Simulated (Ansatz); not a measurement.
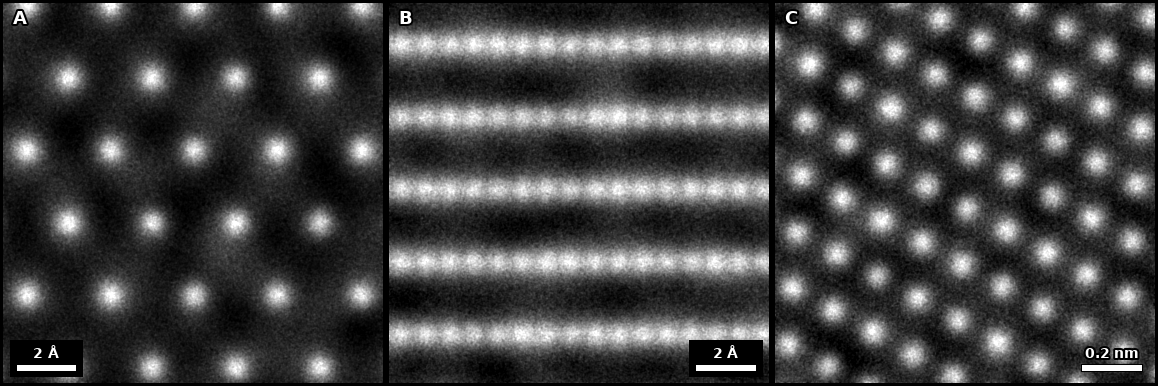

Three views of Ge (Im-3m, No. 229) along different zone axes. Simulated as the projected potential of neutral atoms (B = 0.5 Å²) blurred by a 0.50 Å probe, the thin-sample limit of integrated differential phase contrast. Shot noise and the speckle of an amorphous layer were added. Model: the geometry relaxed with Ansatz, DFT, BLYP, plane waves (420 eV) with PAW, scalar-relativistic; the starting structure was generated, so it need not be a known form of this composition.

```yaml
crystal:
  lattice:
    - [3.50587, 0.00000, 0.00000]
    - [0.00000, 3.50587, 0.00000]
    - [0.00000, 0.00000, 3.50587]
  atoms:
    - { symbol: Ge, position: [0.00000, 0.00000, 0.00000] }
    - { symbol: Ge, position: [0.50000, 0.50000, 0.50000] }
```

Match the panels to the zone axes [111], [210] and [221].

Answer. A is [111]: projected cell 2.86 × 2.86 Å, 120°, plane group p6mm. B is [221]: projected cell 0.83 × 2.48 Å, 90°, plane group p2mm. C is [210]: projected cell 1.57 × 1.92 Å, 114°, plane group c2mm.
